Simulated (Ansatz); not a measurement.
Run report: Al₃Ni₅, single-point calculation

Al₃Ni₅ (8 atoms in the cell), computed with DFT PBEsol, scalar-relativistic, plane waves, PAW, no spin polarisation (Ansatz 0.2.0).

The structure derives from a Materials Project entry.

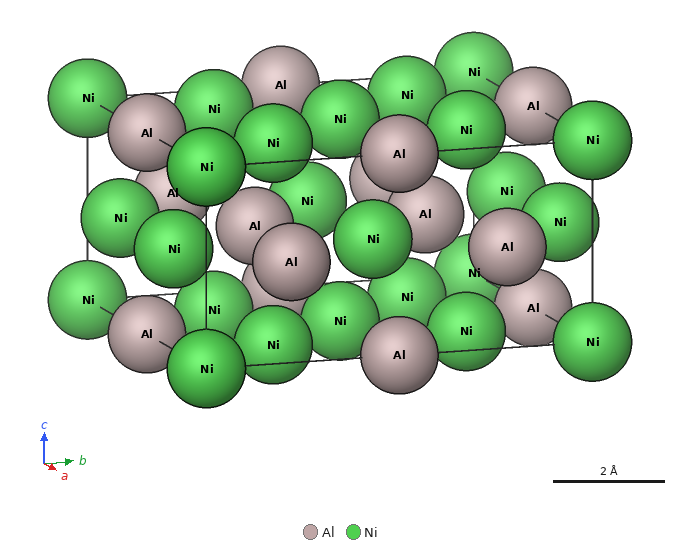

The structure as given in the input (spheres-only view of the cell 2 times as large as that of the calculation, set on its symmetry axes, seen slightly off an axis). An atom can appear more than once, as a periodic image.

### Results in brief

| quantity | value |
| --- | --- |
| outcome | converged |
| space group (tolerance 0.01 Å) | Cmmm (65) |
| electrons treated | 99 |
| free energy | −30603.1417 eV |
| Fermi energy | 15.318 eV |
| gap on the k-point mesh | none (metallic) |
| pressure | 0.03 GPa |
| largest force (length of the vector) | 0.003 eV/Å |
| hardware | 2 threads of Intel Xeon @ 2.50GHz (Skylake/Cascade Lake), 189 GiB of memory available, shared host |
| wall time | 56 s (CPU time 1.8 min) |
| peak memory | 0.72 GiB |

### Notes

The run has no spin polarisation, so a magnetic state may lie lower.

### Input
```yaml
crystal:
  lattice:
    - [3.293332276, -3.6919375971, 0.0]
    - [3.293332276, 3.6919375971, 0.0]
    - [0.0, 0.0, 3.7203545651]
  atoms:
    - { symbol: Al, position: [0.5, 0.5, 0.0] }
    - { symbol: Al, position: [0.7796888787, 0.2203111213, 0.5] }
    - { symbol: Al, position: [0.2203111213, 0.7796888787, 0.5] }
    - { symbol: Ni, position: [0.0, 0.0, 0.0] }
    - { symbol: Ni, position: [0.0, 0.5, 0.0] }
    - { symbol: Ni, position: [0.5, 0.0, 0.0] }
    - { symbol: Ni, position: [0.2762373066, 0.2762373066, 0.5] }
    - { symbol: Ni, position: [0.7237626934, 0.7237626934, 0.5] }
basis:
  ecutwfc: 420
kpoints:
  mp_grid: { grid: [8, 8, 10] }
hamiltonian:
  xc: pbesol
scf:
  occupations: { method: gaussian, width: 0.15 }
output:
  forces: true
  stress: true
  eigenvalues: true
  write_density: true
  write_potential: true
  elf: true
  volumetric_format: npy
```

Run as:
```bash
ansatz run input.yaml --threads 2 --pin off --max-ram 5120MiB --backend cpu --events-out ev --progress --plain --runs-dir out
```

### What the program printed
```
Engine: ansatz 0.2.0, x86_64-unknown-linux-gnu
Pseudopotentials: kind: paw
Pseudopotential: Al, paw, valence charge 3, recommended cutoff 420 eV (normal), Al.paw.azcp
Pseudopotential: Ni, paw, valence charge 18, recommended cutoff 420 eV (normal), Ni.paw.azcp
Functional definition: PBEsol
  exchange = pbesol_x
  correlation = pbesol_c
Crystal: 8 atoms, lattice volume = 90.470 Å³
Basis set: ecut = 420 eV, 1779 PW (Γ), exchange–correlation on 72×72×50 points (8 copies of the dense FFT grid, shifted against one another)
Bands: 60, of which v1, the nominal top of the filled ones, is band 50 counted from 1 (49 counted from 0)
Symmetry: 8 space group operations
Space group: Cmmm (ITA 65), of the structure as read, at distance tolerance 4.5e-5 Å
k-points: 126 of 640
Non-local potential: Al, projectors of the file, l = 0: 2, l = 1: 2, l = 2: 1
Non-local potential: Ni, projectors of the file, l = 0: 3, l = 1: 2, l = 2: 3, l = 3: 1
PAW form: soft (Blöchl's): semilocal exchange-correlation on the pseudo side does not see the compensation charge
PAW frozen core: Al, regenerated for the run's functional, and the local potential with it (the file was generated under x = pbe(κ = 0.804, μ = 0.2195149727645171), c = pbe(β = 0.06672455060314922))
PAW frozen core: Ni, regenerated for the run's functional, and the local potential with it (the file was generated under x = pbe(κ = 0.804, μ = 0.2195149727645171), c = pbe(β = 0.06672455060314922))
PAW one-centre angular grid: Al, 110 points (default); XC on 64 Gauss nodes
PAW one-centre angular grid: Ni, 590 points (default); XC on 64 Gauss nodes
Initial density: superposition of atomic densities (neutral atoms: chi_scale 0, normalization atom), corrected by the library's trained network
Initial wavefunctions: pseudopotential atomic-orbital guess
Functional: x = pbesol(κ = 0.804, μ = 0.12345679012345678), c = pbesol(β = 0.046)
SCF iter   1: F=—  HF=-30603.190889 eV  |F-HF|=—  |Δ(HF+E_count)|=         —  Δρ=2.49e-2  dr2=3.38e-1  ethr=1.77e-3  ⟨swp⟩=6.8  Hψ=28997  notcnv=0  defer=26
preconditioner: auto → Kerker (q_TF=auto, 2.770 Å⁻¹)  [metal: Δε(μ)=0.004 eV  Ē_g=6.926 eV  σ=0.150 eV  W_gap=0.02  n_scr=34 (ndim 8)  ℏωp=30.0 eV  f_vac=0.000  D(μ)=3.68/eV (n_scr^D=30)]
SCF iter   2: F=—  HF=-30603.145496 eV  |F-HF|=—  |Δ(HF+E_count)|=   4.54e-2  Δρ=6.22e-3  dr2=2.68e-2  ethr=3.41e-4  ⟨swp⟩=3.0  Hψ=14742  notcnv=0  defer=393
SCF iter   3: F=—  HF=-30603.142034 eV  |F-HF|=—  |Δ(HF+E_count)|=   3.46e-3  Δρ=1.69e-3  dr2=2.77e-3  ethr=2.71e-5  ⟨swp⟩=1.0  Hψ=7226  notcnv=0  defer=393
SCF iter   4: F=—  HF=-30603.141544 eV  |F-HF|=—  |Δ(HF+E_count)|=   4.89e-4  Δρ=3.39e-4  dr2=8.30e-5  ethr=2.80e-6  ⟨swp⟩=2.1  Hψ=10392  notcnv=0  defer=393
SCF iter   5: F=—  HF=-30603.141696 eV  |F-HF|=—  |Δ(HF+E_count)|=   1.52e-4  Δρ=9.29e-5  dr2=9.55e-6  ethr=8.39e-8  ⟨swp⟩=2.2  Hψ=12255  notcnv=0  defer=393
SCF iter   6: F=—  HF=-30603.141695 eV  |F-HF|=—  |Δ(HF+E_count)|=   1.77e-6  Δρ=5.15e-5  dr2=2.67e-6  ethr=9.65e-9  ⟨swp⟩=2.0  Hψ=10526  notcnv=0  defer=393
SCF iter   7: F=-30603.141694 eV  HF=-30603.141694 eV  |F-HF|=9.72e-8  |Δ(HF+E_count)|=   3.12e-7  Δρ=1.24e-5  dr2=9.54e-8  ethr=1.01e-10  ⟨swp⟩=12.1  Hψ=56112  notcnv=0
SCF 1 converged in 7 iterations: F = -30603.141694 eV  dr2 = 9.54e-8
  greatest PAW one-centre occupation: 1.001 electrons in one spin orbital (limit 2), on the Ni atom at site 5 (counted from 0), in its partial waves of l = 1
```

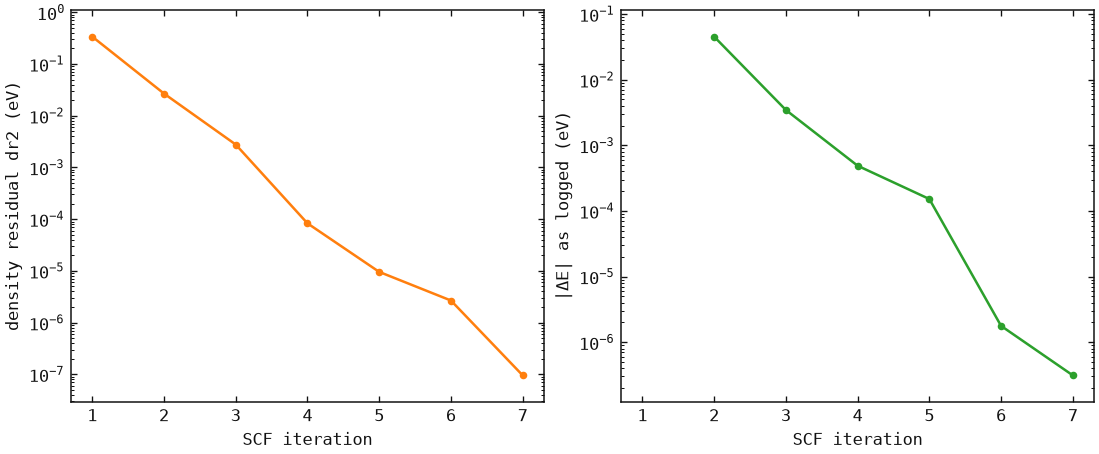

Convergence of the self-consistent field: density residual dr2 and size of the energy change against the SCF iteration. The residual falls at every step.

```
SCF converged after 7 iterations
Free energy (F): -30603.141694 eV
Harris-Foulkes:  -30603.141694 eV  (|F-HF|=9.72e-8)
Internal energy: -30603.098868 eV  (E = F + TS)
E sigma→0 (E₀):  -30603.120281 eV
Entropy (-TS):   -0.042826 eV (-5.353 meV/atom)
Fermi energy:    15.318364 eV
--- Per-component energies (eV) ---
  E_band       = -1591.388001
  E_kinetic    = 1505.064547
  E_local      = -21189.098991  (includes V_loc(G=0)·N_el)
  E_nonlocal   = 3217.804240
  E_hartree    = 9081.488201
  E_xc         = -548.199327
  E_vxc        = -644.011789  (∫ρ·V_xc dr)
  E_paw        = -9347.487836  (= ΣΔE_a)
  E_vpaw       = -2644.114664  (= ΣTr[D̂ρ^β])
  E_aug_tail   = 0.002316  (compensation charges beyond the density's cutoff)
  E_ewald      = -13323.715879
  E_core_change = 1.043861  (= ΣΔE_core)
  E_smearing   = -0.042826  (= −TS)
  E_closure    = -0.000000  (closes the sum)
  Σ components = -30603.141694   (vs F -30603.141694, Δ=0.00e0)
--- Forces (eV/Å), atoms counted from 1 ---
  atom   1  Al     0.00000000    -0.00000000     0.00000000
  atom   2  Al     0.00000000     0.00316693     0.00000000
  atom   3  Al     0.00000000    -0.00316693    -0.00000000
  atom   4  Ni     0.00000000     0.00000000     0.00000000
  atom   5  Ni     0.00000000    -0.00000000     0.00000000
  atom   6  Ni    -0.00000000    -0.00000000     0.00000000
  atom   7  Ni    -0.00050070     0.00000000     0.00000000
  atom   8  Ni     0.00050070    -0.00000000    -0.00000000
  max |Σ_I F_I| component: 5.05e-29 eV/Å
--- Stress (GPa, compression-positive) ---
       -0.068444       0.000000      -0.000000
        0.000000       0.099179      -0.000000
       -0.000000      -0.000000       0.053628
  P = ⅓ Tr σ = 0.0281 GPa (0.281 kbar)
--- Band table (eV; the first three rows and the last of 126) ---
  k-point 0: bands = ["-87.7329", "-87.7318", "-87.6629", "-87.6628", "-87.4696", "-48.3173", "-48.3101", "-48.3026", "-48.2942", "-48.2818", "-48.2520", "-48.2511", "-48.2446", "-48.2429", "-48.2188", "-48.1774", "-48.1712", "-48.0704", "-48.0303", "-47.9109", "4.3984", "9.1874", "9.3263", "10.1982", "10.8266", "10.9495", "11.5325", "11.5486", "11.7880", "12.0707", "12.0806", "12.2589", "12.4235", "13.0149", "13.0210", "13.1898", "13.2818", "13.5065", "13.6653", "13.7631", "13.8561", "13.9149", "14.0762", "14.1119", "14.2520", "14.3067", "14.4649", "14.5911", "14.6138", "14.7761", "15.4134", "15.7792", "17.2724", "19.4538", "20.0971", "21.4670", "21.6074", "22.1835", "22.2735", "22.2963"]
  k-point 1: bands = ["-87.7328", "-87.7318", "-87.6630", "-87.6628", "-87.4697", "-48.3176", "-48.3099", "-48.3019", "-48.2966", "-48.2801", "-48.2551", "-48.2512", "-48.2423", "-48.2416", "-48.2203", "-48.1780", "-48.1696", "-48.0704", "-48.0303", "-47.9109", "4.5092", "9.2186", "9.3751", "10.2845", "10.8142", "10.9990", "11.4191", "11.5838", "11.8084", "12.0653", "12.1133", "12.2784", "12.3835", "12.8782", "12.9588", "13.2446", "13.3051", "13.5488", "13.6587", "13.6731", "13.8711", "13.9039", "13.9110", "14.0678", "14.1398", "14.2113", "14.3980", "14.4698", "14.5819", "15.2256", "15.3596", "15.7414", "17.4839", "19.7105", "20.3639", "20.4592", "20.9323", "21.2285", "22.0056", "22.3302"]
  k-point 2: bands = ["-87.7327", "-87.7318", "-87.6631", "-87.6628", "-87.4697", "-48.3185", "-48.3094", "-48.3020", "-48.2999", "-48.2755", "-48.2613", "-48.2514", "-48.2401", "-48.2370", "-48.2245", "-48.1797", "-48.1656", "-48.0705", "-48.0304", "-47.9109", "4.8391", "9.3021", "9.4493", "10.5073", "10.5299", "11.1164", "11.3228", "11.7073", "11.8687", "12.0561", "12.2275", "12.3058", "12.3314", "12.7075", "12.8588", "13.1522", "13.4058", "13.4549", "13.5680", "13.5985", "13.6882", "13.7657", "13.9152", "13.9693", "14.0716", "14.0720", "14.2607", "14.4748", "14.5746", "15.1714", "15.6143", "15.8993", "18.0547", "19.3190", "19.5661", "19.8772", "20.0267", "20.3971", "21.9380", "22.3458"]
  k-point 125: bands = ["-87.7323", "-87.7318", "-87.6630", "-87.6628", "-87.4701", "-48.3205", "-48.3140", "-48.3081", "-48.2936", "-48.2719", "-48.2548", "-48.2451", "-48.2425", "-48.2381", "-48.2266", "-48.1582", "-48.1491", "-48.0711", "-48.0625", "-47.9239", "8.9811", "9.0101", "9.1399", "9.2151", "9.3109", "10.1893", "10.7648", "10.9727", "12.1112", "12.2600", "12.4904", "12.5088", "12.5370", "12.6533", "12.7598", "12.7876", "12.9129", "13.0743", "13.4403", "13.5475", "13.5887", "13.6190", "13.7203", "13.8092", "13.9510", "13.9867", "14.0580", "14.0737", "14.2662", "15.1728", "15.2003", "15.4303", "15.4697", "21.7305", "21.8785", "22.2191", "22.3435", "22.3446", "23.0468", "23.5738"]
```

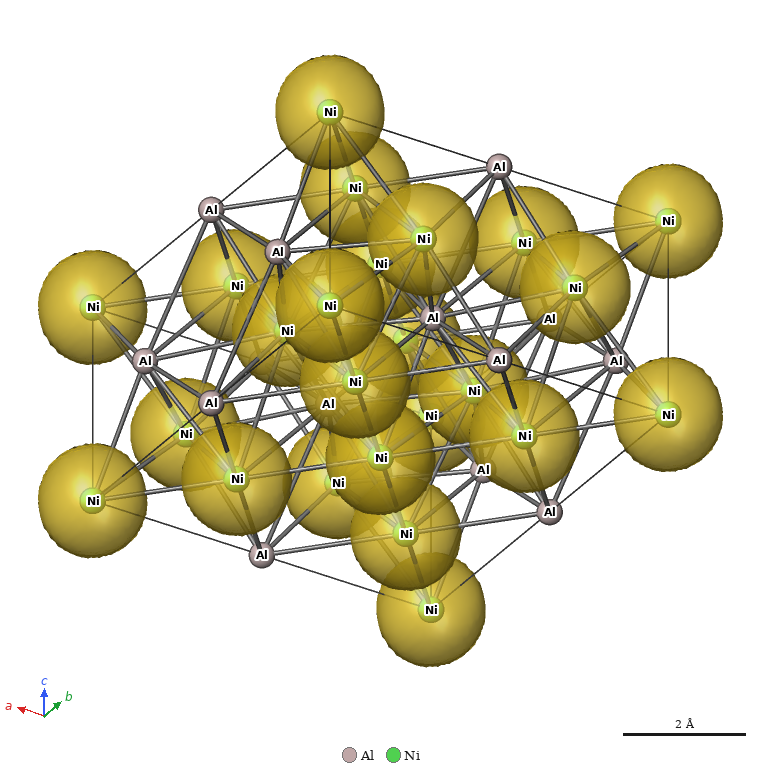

Isosurface of the valence pseudo-density at 0.6 e/Å³ (yellow), seen at an oblique angle. Sticks mark near contacts. The outline is the cell set on symmetry axes. At this value the density breaks into separate islands; it holds about 80 % of the electrons treated as valence (semicore included). It is pinched off along the Al–Ni (2.37 Å), Ni–Ni (2.47 Å), Al–Al (2.78 Å) and Al–Ni (2.44 Å) contacts. On the grid the lowest density along these lines, outside the cores, is 0.3 e/Å³ (Al–Ni, 2.37 Å), 0.35 e/Å³ (Ni–Ni, 2.47 Å), 0.22 e/Å³ (Al–Al, 2.78 Å) and 0.26 e/Å³ (Al–Ni, 2.44 Å). The fields are those of the smooth PAW valence density.

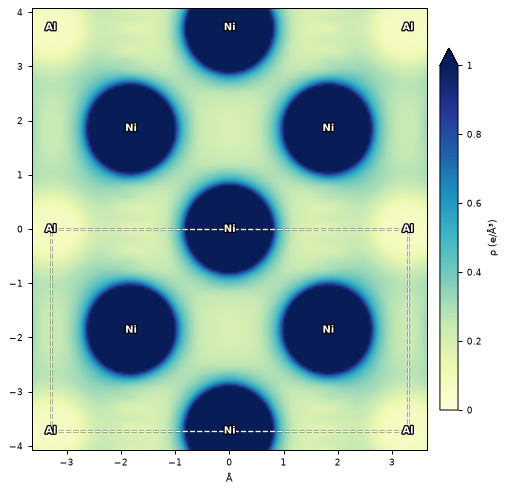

Valence electron density on the (010) plane of the conventional cell. The section cuts through Al and Ni sites. Al–Ni (2.37 Å): ρ at the midpoint is about 0.36 e/Å³. Ni–Ni (2.60 Å): ρ at the midpoint is about 0.29 e/Å³. Away from the nuclei the density in this plane falls to 0.16 e/Å³ at its lowest.
